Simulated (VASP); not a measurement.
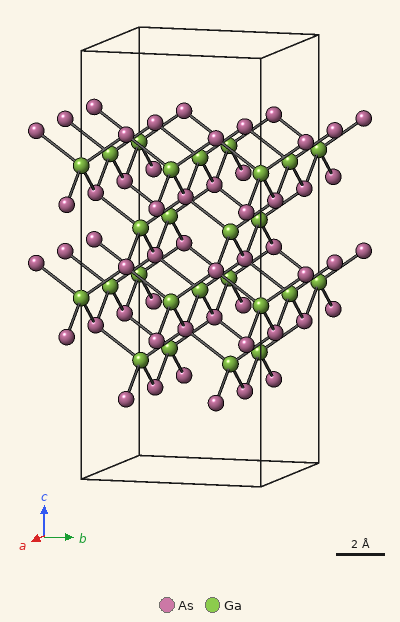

*The structure as given in the input (ball-and-stick view of the 2 × 2 repeat of the cell, with the vacuum cut short, seen slightly off an axis; bonded neighbours outside the cell are drawn too).*

Near neighbours in the crystal (not all of them lie inside the picture): As has 2 Ga at 2.45 Å; As has 4 Ga at 2.45 Å; Ga has 4 As at 2.45 Å.

Run report: Ga$_{4}$As$_{5}$, geometry relaxation (part 1 of 3)

- system: Ga$_{4}$As$_{5}$ (slab, 9 atoms in the cell)
- method: Kohn-Sham DFT of a periodic cell, PBEsol, VASP PAW PBE potentials, recommended, no spin polarisation (VASP 6.6.1)

The structure derives from an entry of the Crystallography Open Database. It belongs to a series of runs on one base structure; here: (1 0 0) slab, atoms relaxed.

OSZICAR:
```
N       E                     dE             d eps       ncg     rms          rms(c)
DAV:   1     0.615008750804E+03    0.61501E+03   -0.33566E+04  1452   0.173E+03
DAV:   2     0.505233320408E+02   -0.56449E+03   -0.54887E+03  1606   0.417E+02
DAV:   3    -0.328823423764E+02   -0.83406E+02   -0.81605E+02  1658   0.150E+02
DAV:   4    -0.387767157157E+02   -0.58944E+01   -0.58284E+01  1728   0.386E+01
DAV:   5    -0.390068882123E+02   -0.23017E+00   -0.22951E+00  1890   0.736E+00    0.606E+00
RMM:   6    -0.384348675250E+02    0.57202E+00   -0.89767E-01  1681   0.574E+00    0.337E+00
RMM:   7    -0.383118626617E+02    0.12300E+00   -0.64657E-01  1635   0.318E+00    0.811E-01
RMM:   8    -0.383060855807E+02    0.57771E-02   -0.84538E-02  1808   0.151E+00    0.347E-01
RMM:   9    -0.383030585701E+02    0.30270E-02   -0.15026E-02  1653   0.711E-01    0.123E-01
RMM:  10    -0.383034062978E+02   -0.34773E-03   -0.49198E-03  1828   0.367E-01    0.636E-02
RMM:  11    -0.383035997004E+02   -0.19340E-03   -0.10780E-03  1895   0.159E-01    0.217E-02
RMM:  12    -0.383036356772E+02   -0.35977E-04   -0.31260E-04  1823   0.774E-02    0.809E-03
RMM:  13    -0.383036804080E+02   -0.44731E-04   -0.98948E-05  1805   0.332E-02    0.549E-03
RMM:  14    -0.383037409049E+02   -0.60497E-04   -0.49782E-05  1280   0.188E-02    0.453E-03
RMM:  15    -0.383037815248E+02   -0.40620E-04   -0.21179E-05  1143   0.119E-02    0.234E-03
RMM:  16    -0.383038005634E+02   -0.19039E-04   -0.93361E-06  1030   0.945E-03    0.127E-03
RMM:  17    -0.383038281224E+02   -0.27559E-04   -0.43740E-06   960   0.695E-03    0.919E-04
RMM:  18    -0.383038420252E+02   -0.13903E-04   -0.15454E-06   872   0.548E-03    0.608E-04
RMM:  19    -0.383038562027E+02   -0.14178E-04   -0.91958E-07   854   0.370E-03    0.260E-04
RMM:  20    -0.383038601638E+02   -0.39611E-05   -0.41401E-07   816   0.273E-03    0.213E-04
RMM:  21    -0.383038615258E+02   -0.13619E-05   -0.21104E-07   773   0.216E-03    0.585E-05
RMM:  22    -0.383038616685E+02   -0.14269E-06   -0.92665E-08   584   0.165E-03
   1 F= -.38303862E+02 E0= -.38298347E+02  d E =-.383039E+02
       N       E                     dE             d eps       ncg     rms          rms(c)
DAV:   1    -0.383083103708E+02   -0.44488E-02   -0.15467E+00  1592   0.554E+00    0.136E-01
RMM:   2    -0.383117483949E+02   -0.34380E-02   -0.36993E-02  1730   0.122E+00    0.642E-02
RMM:   3    -0.383129924733E+02   -0.12441E-02   -0.12991E-02  2036   0.592E-01    0.320E-02
RMM:   4    -0.383130959941E+02   -0.10352E-03   -0.12520E-03  2082   0.188E-01    0.209E-02
RMM:   5    -0.383130997912E+02   -0.37971E-05   -0.20939E-04  2054   0.789E-02    0.663E-03
RMM:   6    -0.383131040136E+02   -0.42224E-05   -0.46413E-05  1875   0.351E-02    0.390E-03
RMM:   7    -0.383131049714E+02   -0.95778E-06   -0.12255E-05  1409   0.172E-02    0.234E-03
RMM:   8    -0.383131052042E+02   -0.23278E-06   -0.25903E-06   903   0.102E-02
   2 F= -.38313105E+02 E0= -.38307910E+02  d E =-.924354E-02
       N       E                     dE             d eps       ncg     rms          rms(c)
DAV:   1    -0.383132580369E+02   -0.15307E-03   -0.41581E-01  1600   0.287E+00    0.687E-02
RMM:   2    -0.383141231828E+02   -0.86515E-03   -0.92957E-03  1718   0.607E-01    0.319E-02
RMM:   3    -0.383144479674E+02   -0.32478E-03   -0.33652E-03  2046   0.303E-01    0.163E-02
RMM:   4    -0.383144735921E+02   -0.25625E-04   -0.30834E-04  2070   0.928E-02    0.104E-02
RMM:   5    -0.383144749136E+02   -0.13215E-05   -0.51879E-05  1916   0.378E-02    0.320E-03
RMM:   6    -0.383144758464E+02   -0.93286E-06   -0.11057E-05  1429   0.170E-02    0.183E-03
RMM:   7    -0.383144761240E+02   -0.27753E-06   -0.23538E-06   899   0.107E-02
   3 F= -.38314476E+02 E0= -.38309601E+02  d E =-.106145E-01
       N       E                     dE             d eps       ncg     rms          rms(c)
DAV:   1    -0.383144785694E+02   -0.27229E-05   -0.14565E-03  1632   0.169E-01    0.373E-03
RMM:   2    -0.383144816926E+02   -0.31233E-05   -0.31763E-05  1693   0.379E-02    0.177E-03
RMM:   3    -0.383144831069E+02   -0.14142E-05   -0.13587E-05  1292   0.200E-02    0.106E-03
RMM:   4    -0.383144833055E+02   -0.19868E-06   -0.15085E-06   804   0.991E-03
   4 F= -.38314483E+02 E0= -.38309629E+02  d E =-.106216E-01
       N       E                     dE             d eps       ncg     rms          rms(c)
DAV:   1    -0.383145815557E+02   -0.98449E-04   -0.53058E-02  1690   0.106E+00    0.259E-02
RMM:   2    -0.383146690834E+02   -0.87528E-04   -0.93001E-04  1650   0.197E-01    0.967E-03
RMM:   3    -0.383147106777E+02   -0.41594E-04   -0.41652E-04  2053   0.110E-01    0.610E-03
RMM:   4    -0.383147138277E+02   -0.31500E-05   -0.36324E-05  1879   0.321E-02    0.436E-03
RMM:   5    -0.383147137748E+02    0.52913E-07   -0.62840E-06  1237   0.152E-02
   5 F= -.38314714E+02 E0= -.38309926E+02  d E =-.230469E-03
```

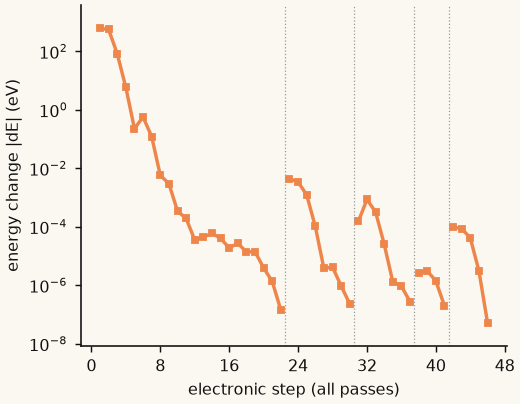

*Convergence of the self-consistent field: energy change |dE| against the electronic step. Each stretch between dotted lines is the SCF of one geometry step of a relaxation.*

The 5 ionic steps take 4 to 22 electronic steps each. The density is held fixed in the first few steps, and dE rises again when its update begins.

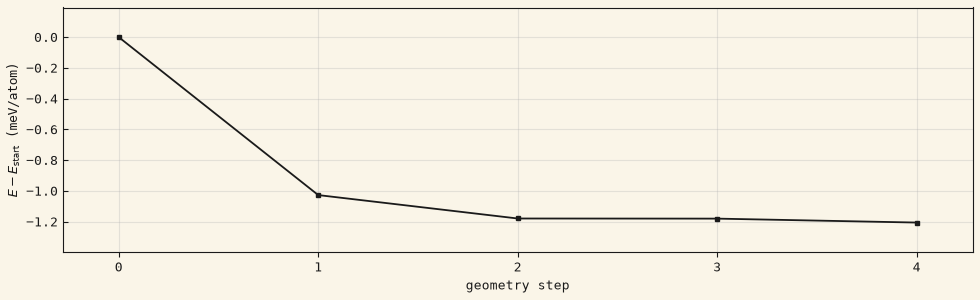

*Progress of the relaxation, step by step (steps are counted from 0).*

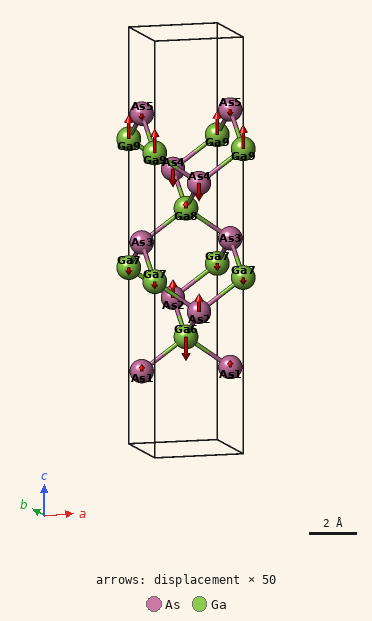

*The starting structure with the displacements as red arrows, magnified 50 times (ball-and-stick view of the cell of the calculation, with the vacuum cut short, seen slightly off an axis).*

The largest moves, 0.021 Å, are those of Ga6 and Ga9. Largest moves by element: Ga 0.021 Å, As 0.016 Å. The cell stays as it was. Distances before and after: As2–Ga6 2.450 → 2.472 Å, As1–Ga6 2.450 → 2.434 Å, As2–Ga7 2.450 → 2.437 Å. The energy falls by 1.2 meV per atom in 4 geometry steps. Largest force component: 0.26 eV/Å at the start, 0.015 eV/Å at the end. (Atoms are counted from 1 in the order of the input.)

Parts of OUTCAR:
```
EDIFF = 1E-6
   EDIFFG = -0.02
   ENCUT = 520
   GGA = PS
   IBRION = 2
   ISIF = 2
   ISMEAR = 0
   LASPH = True
   LREAL = False
   NELM = 80
   NSW = 80
   PREC = Accurate

 ion  position               nearest neighbor table
   1  0.000  0.500  0.285-   6 2.45   6 2.45
   2  0.500  0.000  0.392-   6 2.45   7 2.45   6 2.45   7 2.45
   3  0.000  0.500  0.500-   7 2.45   8 2.45   7 2.45   8 2.45
   4  0.500  0.000  0.608-   8 2.45   9 2.45   8 2.45   9 2.45
   5  0.000  0.500  0.715-   9 2.45   9 2.45
   6  0.500  0.500  0.339-   2 2.45   2 2.45   1 2.45   1 2.45
   7  0.000  0.000  0.446-   2 2.45   3 2.45   3 2.45   2 2.45
   8  0.500  0.500  0.554-   3 2.45   4 2.45   4 2.45   3 2.45
   9  0.000  0.000  0.661-   4 2.45   4 2.45   5 2.45   5 2.45

  LATTYP: Found a simple tetragonal cell.
 ALAT       =     4.0010046268
 C/A-ratio  =     6.5774855236

  Lattice vectors:

 A1 = (   4.0010046268,   0.0000000000,   0.0000000000)
 A2 = (   0.0000000000,   4.0010046268,   0.0000000000)
 A3 = (   0.0000000000,   0.0000000000,  26.3165500128)

Analysis of symmetry for initial positions (statically):
=====================================================================
 Subroutine PRICEL returns:
 Original cell was already a primitive cell.

 Routine SETGRP: Setting up the symmetry group for a
 simple tetragonal supercell.

 Subroutine GETGRP returns: Found  8 space group operations
 (whereof  4 operations were pure point group operations)
 out of a pool of 16 trial point group operations.

The static configuration has the point symmetry C_2v.
 The point group associated with its full space group is D_2d.

Analysis of symmetry for dynamics (positions and initial velocities):
=====================================================================
 Subroutine PRICEL returns:
 Original cell was already a primitive cell.

 Routine SETGRP: Setting up the symmetry group for a
 simple tetragonal supercell.

 Subroutine GETGRP returns: Found  8 space group operations
 (whereof  4 operations were pure point group operations)
 out of a pool of 16 trial point group operations.

The dynamic configuration has the point symmetry C_2v.
 The point group associated with its full space group is D_2d.

 Subroutine INISYM returns: Found  8 space group operations
 (whereof  4 operations are pure point group operations),
 and found     1 'primitive' translations

----------------------------------------------------------------------------------------

                                     Primitive cell

  volume of cell :     421.2763

  direct lattice vectors                    reciprocal lattice vectors
     4.001004627  0.000000000  0.000000000     0.249937227  0.000000000  0.000000000
     0.000000000  4.001004627  0.000000000     0.000000000  0.249937227  0.000000000
     0.000000000  0.000000000 26.316550013     0.000000000  0.000000000  0.037998902

  length of vectors
     4.001004627  4.001004627 26.316550013     0.249937227  0.249937227  0.037998902

  position of ions in fractional coordinates (direct lattice)
     0.000000000  0.500000000  0.284991764
     0.500000000  0.000000000  0.392495882
     0.000000000  0.500000000  0.500000000
     0.500000000  0.000000000  0.607504118
     0.000000000  0.500000000  0.715008236
     0.500000000  0.500000000  0.338743823
     0.000000000  0.000000000  0.446247941
     0.500000000  0.500000000  0.553752059
     0.000000000  0.000000000  0.661256177

  ion indices of the primitive-cell ions
   primitive index   ion index
                 1           1
                 2           2
                 3           3
                 4           4
                 5           5
                 6           6
                 7           7
                 8           8
                 9           9

----------------------------------------------------------------------------------------

 KPOINTS: k-points

Automatic generation of k-mesh.
 Grid dimensions read from file:
 generate k-points for:    9    9    1

 Generating k-lattice:

  Cartesian coordinates                     Fractional coordinates (reciprocal lattice)
     0.027770803  0.000000000  0.000000000     0.111111111  0.000000000  0.000000000
     0.000000000  0.027770803  0.000000000     0.000000000  0.111111111  0.000000000
     0.000000000  0.000000000  0.037998902     0.000000000  0.000000000  1.000000000

  Length of vectors
     0.027770803  0.027770803  0.037998902

  Shift w.r.t. Gamma in fractional coordinates (k-lattice)
     0.000000000  0.000000000  0.000000000

 Subroutine IBZKPT returns following result:
 ===========================================

 Found     15 irreducible k-points:

 Following reciprocal coordinates:
            Coordinates               Weight
  0.000000  0.000000  0.000000      1.000000
  0.111111  0.000000  0.000000      4.000000
  0.222222  0.000000  0.000000      4.000000
  0.333333  0.000000  0.000000      4.000000
  0.444444  0.000000  0.000000      4.000000
  0.111111  0.111111  0.000000      4.000000
  0.222222  0.111111  0.000000      8.000000
  0.333333  0.111111  0.000000      8.000000
  0.444444  0.111111  0.000000      8.000000
  0.222222  0.222222  0.000000      4.000000
  0.333333  0.222222  0.000000      8.000000
  0.444444  0.222222  0.000000      8.000000
  0.333333  0.333333  0.000000      4.000000
  0.444444  0.333333  0.000000      8.000000
  0.444444  0.444444  0.000000      4.000000
   k-points           NKPTS =     15   k-points in BZ     NKDIM =     15   number of bands    NBANDS=     46
   number of dos      NEDOS =    301   number of ions     NIONS =      9
   total plane-waves  NPLWV = 176400
   dimension x,y,z NGX =    30 NGY =   30 NGZ =  196
   dimension x,y,z NGXF=    60 NGYF=   60 NGZF=  392
   ions per type =               5   4
   NGX,Y,Z   is equivalent  to a cutoff of  12.47, 12.47, 12.38 a.u.
   NGXF,Y,Z  is equivalent  to a cutoff of  24.93, 24.93, 24.76 a.u.
 SYSTEM =  unknown system
   PREC   = accura    normal or accurate (medium, high low for compatibility)
   ISTART =      0    job   : 0-new  1-cont  2-samecut
   ICHARG =      2    charge: 1-file 2-atom 10-const
   ISPIN  =      1    spin polarized calculation?
   LNONCOLLINEAR =      F non collinear calculations
   LSORBIT =      F    spin-orbit coupling
   LASPH  =      T    aspherical Exc in radial PAW
   ENCUT  =  520.0 eV  38.22 Ry    6.18 a.u.   7.44  7.44 48.93*2*pi/ulx,y,z
   NELM   =     80;   NELMIN=  2; NELMDL= -5     # of ELM steps
   EDIFF  = 0.1E-05   stopping-criterion for ELM
   LREAL  =      F    real-space projection
   EDIFFG = -.2E-01   stopping-criterion for IOM
   NSW    =     80    number of steps for IOM
   IBRION =      2    ionic relax: 0-MD 1-quasi-New 2-CG
   NFREE  =      1    steps in history (QN), initial steepest desc. (CG)
   ISIF   =      2    stress and relaxation
   ISYM   =      2    0-nonsym 1-usesym 2-fastsym
   POTIM  = 0.5000    time-step for ionic-motion
   TEBEG  =    0.0;   TEEND  =   0.0 temperature during run
   PSTRESS=    0.0 pullay stress
   NELECT =      77.0000    total number of electrons
   NUPDOWN=      -1.0000    fix difference up-down
   EMIN   =  10.00;   EMAX   =-10.00  energy-range for DOS
   EFERMI =   0.00;   METHOD = LEGACY
   ISMEAR =     0;   SIGMA  =   0.05  broadening in eV -4-tet -1-fermi 0-gaus
   EFERMI_NEDOS =   21; number of points for ismear=-14 and -15
   IALGO  =     68    algorithm
   IMIX   =      4    mixing-type and parameters
     AMIX     =   0.40;   BMIX     =  1.00
     AMIX_MAG =   1.60;   BMIX_MAG =  1.00
  volume/ion in A,a.u.               =      46.81       315.88
  Fermi-wavevector in a.u.,A,eV,Ry     =   0.929072  1.755692 11.744207  0.863175
  Thomas-Fermi vector in A             =   2.055316
   LORBIT       =      0    0 simple, 1 ext, 2 COOP (PROOUT), +10 PAW based schemes
   GGA     = PS    functional components
   LHFCALC =     F    Hartree Fock is set to
   AEXX    =    0.0000 exact exchange contribution
   IVDW    =     0    specifies the selected vdW correction
   LEPSILON=     F    determine dielectric tensor
   LRPA    =     F    only Hartree local field effects (RPA)
 conjugate gradient relaxation of ions
 non-spin polarized calculation
 RMM-DIIS sequential band-by-band and
 Gauss-broadening in eV      SIGMA  =   0.05
  energy-cutoff  :      520.00
  volume of cell :      421.28
 maximum number of plane-waves:     11465
```
